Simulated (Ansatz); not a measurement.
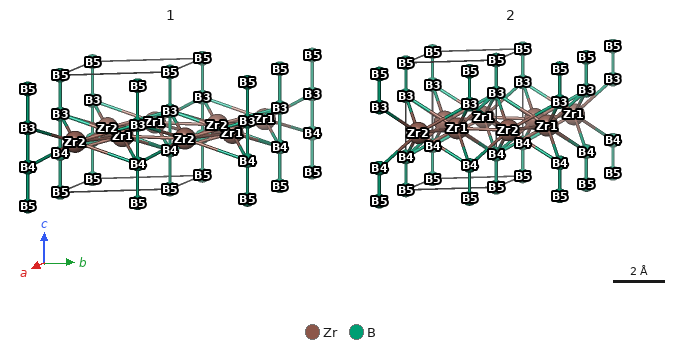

Two geometries of crystalline Zr$_{2}$B$_{3}$ (a generated structure, set up in P6/mmm) (coarse preliminary run), drawn at one scale. One is the start of a relaxation, the other its converged end. The picture is a ball-and-stick view of the cell of the calculation, repeated 2 × 2 × 1 with one cell outlined, seen slightly off an axis.

These are results of DFT PBE, scalar-relativistic, plane waves, PAW in Ansatz, not measurements. (plane-wave cutoff 420 eV; k-point mesh 6 × 6 × 4; occupations gaussian; smearing width 0.1 eV; no spin polarisation; cell and atoms relaxed; force threshold 0.04 eV/Å; at most 70 steps)

Question: Which of the two is the end point?

Answer: Structure 1 is the relaxed one. After 7 accepted moves (9 points after the start) the energy has fallen by 1923 meV per atom. The largest force component goes from 11 to 0.0036 eV/Å. Pressure: 86.02 GPa at the start and 0.13 GPa at the end. At 2 points the geometry stayed and the basis and grid were re-selected for the new cell (energy shift of 20.6 meV per atom at most each time). The largest moves relative to the cell, 0.34 Å, are those of B3 and B4. B3 goes along −c. Zr stays in place. Cell: a = b 3.696 → 4.502 Å (+21.8 %), c 5.111 → 4.708 Å (−7.9 %). Volume +36.7 %. Among the contacts that change: B3–B4 2.458 → 1.581 Å, Zr1–Zr2 2.134 → 2.599 Å, Zr1–B3 2.463 → 2.717 Å, B3–B5 1.327 → 1.564 Å. New bonds form, among them: B3–B4 (2.46 → 1.58 Å). The space group stays P6/mmm (No. 191).
